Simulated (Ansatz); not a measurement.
Te17Mo8 (cell charge −1, with a compensating background) (cell with a defect)

The calculation's input:

```
crystal:
  lattice:
    - [-3.5566632816, -6.1603215093, 0.0]
    - [7.1133265633, 1.0e-10, 0.0]
    - [0.0, 0.0, 15.3316105713]
  atoms:
    - { symbol: Te, position: [0.165483219, 0.836381563, 0.6058916575] }
    - { symbol: Te, position: [0.1658185063, 0.3345121151, 0.6058078969] }
    - { symbol: Te, position: [0.6674465597, 0.8361246654, 0.6057896816] }
    - { symbol: Te, position: [0.666300803, 0.3354342664, 0.6056252065] }
    - { symbol: Te, position: [0.342098676, 0.1662760156, 0.1589322764], spin: 0.143 }
    - { symbol: Te, position: [0.3359364457, 0.6652809007, 0.1558993392] }
    - { symbol: Te, position: [0.8336440974, 0.157844381, 0.1577903129], spin: 0.143 }
    - { symbol: Te, position: [0.8365027047, 0.6683164508, 0.159385966], spin: 0.143 }
    - { symbol: Te, position: [0.3346822686, 0.1647185703, 0.3931343581] }
    - { symbol: Te, position: [0.3357993012, 0.6651766289, 0.3933124709] }
    - { symbol: Te, position: [0.836683107, 0.16450882, 0.3930821706] }
    - { symbol: Te, position: [0.8363425291, 0.6663096769, 0.3931864356] }
    - { symbol: Te, position: [0.1702913928, 0.8380045143, 0.8382168574], spin: 0.143 }
    - { symbol: Te, position: [0.1678031382, 0.340534684, 0.8382055879], spin: 0.143 }
    - { symbol: Te, position: [0.6676180823, 0.8375870138, 0.8390733178], spin: 0.143 }
    - { symbol: Te, position: [0.6662060743, 0.3354875057, 0.843049318] }
    - { symbol: Mo, position: [0.1699757911, 0.8309234023, 0.2754652487] }
    - { symbol: Mo, position: [0.1703150916, 0.3336423926, 0.2753406549] }
    - { symbol: Mo, position: [0.6674185306, 0.8307225085, 0.2754231424] }
    - { symbol: Mo, position: [0.6692935739, 0.3317073398, 0.2777994797] }
    - { symbol: Mo, position: [0.334755172, 0.1701988855, 0.7235571309] }
    - { symbol: Mo, position: [0.3328245437, 0.6690294177, 0.7211564525] }
    - { symbol: Mo, position: [0.8321818838, 0.1698045562, 0.723513] }
    - { symbol: Mo, position: [0.83157954, 0.666934506, 0.7235164897] }
    - { symbol: Te, position: [-0.0040999126, -0.0056383972, 0.0009185009], spin: 0.143 }
  host:
    lattice:
      - [3.5566632817, 0.0, 0.0]
      - [-1.7783316409, 3.0801607546, 0.0]
      - [0.0, 0.0, 15.3316105713]
    atoms:
      - { symbol: Te, position: [0.3333333333, 0.6666666667, 0.6320701713] }
      - { symbol: Te, position: [0.6666666667, 0.3333333333, 0.1320701713] }
      - { symbol: Te, position: [0.6666666667, 0.3333333333, 0.3679298287] }
      - { symbol: Te, position: [0.3333333333, 0.6666666667, 0.8679298287] }
      - { symbol: Mo, position: [0.3333333333, 0.6666666667, 0.25] }
      - { symbol: Mo, position: [0.6666666667, 0.3333333333, 0.75] }
total_charge: -1
basis:
  ecutwfc: 420
  xc_grid: 2
kpoints:
  mp_grid: { grid: [2, 2, 2], shift: [0.0, 0.0, 0.0] }
hamiltonian:
  xc: pbe
scf:
  occupations: { method: gaussian, width: 0.01 }
output:
  forces: true
  stress: false
  eigenvalues: true
  populations: true
  charged_corrections:
    defect_position: [0.0, 0.0, 0.0]
    epsilon: [[19.933, 0.0, 0.0], [0.0, 19.933, 0.0], [0.0, 0.0, 6.4737]]
  write_density: true
  write_potential: true
  elf: true
  volumetric_format: npy
magnetization:
  spin_polarized: true
relax:
  adjacent_minimum: "off"
  f_tol: 0.025
  max_steps: 45
```

Run with:

```sh
ansatz run input.yaml --threads 4 --pin off --max-ram 10240MiB --backend cpu --events-out ev --progress --plain --runs-dir out
```

The fields are those of the run's last geometry, not of the input's.

Spin-polarised.

Level of theory: DFT PBE, scalar-relativistic, plane waves, PAW in Ansatz.

Q: Predict the valence pseudo-density and electron localisation function between the atoms.

A: Te–Mo (2.73 Å): the density is about 0.44 e/Å³ at the midpoint; the ELF is about 0.55 at the midpoint.
Te–Mo (2.73 Å): the density is about 0.44 e/Å³ at the midpoint; the ELF is about 0.55 at the midpoint.

Q: Metal or insulator at this level of theory?

A: It is metallic or semimetallic at this level of theory: no gap opens.

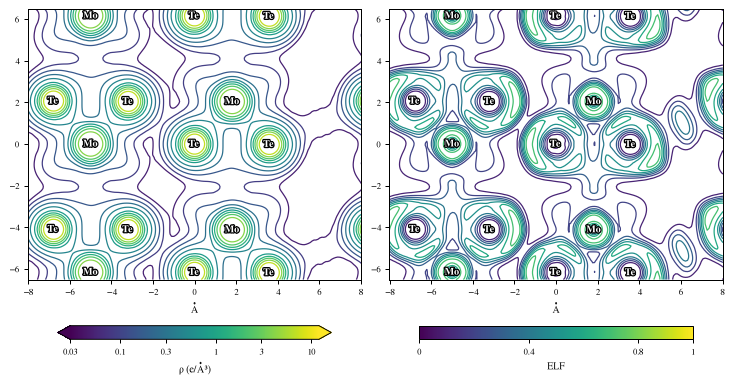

Computed valence pseudo-density and electron localisation function on the (110) plane of the calculation cell, in this order. 
